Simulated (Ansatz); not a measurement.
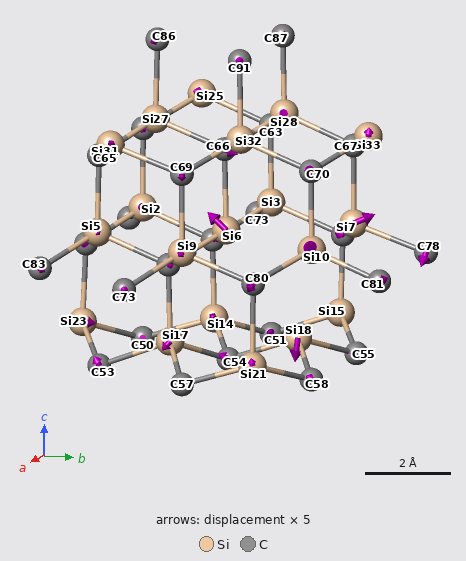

This is a relaxation of a defect cell of composition Si48C47 (cell charge +2). The starting structure is drawn; purple arrows show the displacements, 5 times their true length.

The picture is a ball-and-stick view of the atoms within 5.0 Å of the atom that moves most (axes of the cell of the calculation), seen slightly off an axis.

These are results of Ansatz, DFT, PBEsol, PAW, plane waves, not measurements. Set-up: plane-wave cutoff 420 eV; k-point mesh 1 × 1 × 1; mesh shifted by (0.25, 0.25, 0.25); collinear spin; atoms relaxed in a fixed cell; force threshold 0.03 eV/Å; at most 80 steps.

Question: Which element moves most?

Answer: Silicon: up to 0.13 Å, against 0.08 Å for carbon.

Question: What happened in the run?

Answer: The atom that moves furthest is a Si atom (0.13 Å roughly along [0 −1 1]). By element the largest moves are Si 0.13 Å, C 0.08 Å. The cell stays as it was. Some distances before and after: C–Si 1.949 → 1.852 Å, C–Si 1.976 → 1.895 Å, C–Si 1.838 → 1.917 Å, C–Si 1.906 → 1.848 Å. Bond angles that change, for instance: C–Si–C 107.5° → 112.7°, Si–C–Si 110.8° → 105.8°, Si–C–Si 110.1° → 105.5°. After 4 geometry steps the energy has fallen by 2.089 eV per cell of the calculation. Largest force component: 2.4 eV/Å at the start, 0.014 eV/Å at the end. The program noted that the starting moments weren't kept.

Limits of the set-up: the cell is charged, on a uniform background, and energies carry no finite-size correction.
